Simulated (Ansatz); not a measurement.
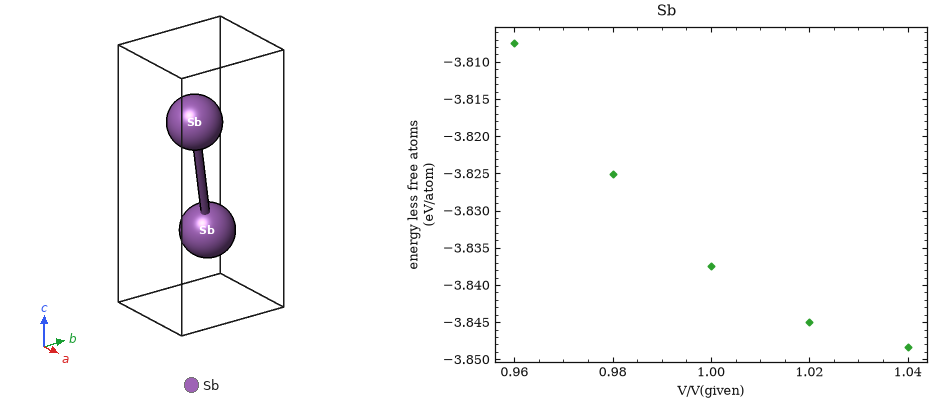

The plot gives the computed energy less free atoms against V/V(given) for Sb, space group P6_3/mmc (No. 194). The conventional cell is drawn beside the plot.

Cell as given: a = 3.369 Å, b = 3.369 Å, c = 5.330 Å, α = 90.00°, β = 90.00°, γ = 120.00°; 2 atoms.

How it was computed, with Ansatz 0.2.0: periodic Kohn-Sham DFT of a crystal at fixed atoms, scaled to the stated factor times the given cell, energy less spherical unpolarised free atoms. Level: PBE.

method all-electron LAPW; relativity scalar; k mesh 12×12×7; occupations Fermi–Dirac; smearing width 0.05 eV; basis error target 0.5 (meV/atom); nucleus Gaussian.

V(given) is 26.20 Å³/atom.

Q: Read off the course of the energy less free atoms.

A: It falls from −3.8074 eV/atom at V/V(given) 0.96 to −3.8483 eV/atom at 1.04.

Keep in mind: no spin-orbit coupling on heavy atoms; the volumes run don't bracket the minimum of the energy, so any equilibrium value is extrapolated; shape and atomic fractions are frozen while scaling, which makes layered, chain and framework solids too stiff.

The computed values:

```csv
V/V(given),energy less free atoms (eV/atom)
0.96,-3.8074
0.98,-3.8251
1.00,-3.8375
1.02,-3.8450
1.04,-3.8483
```
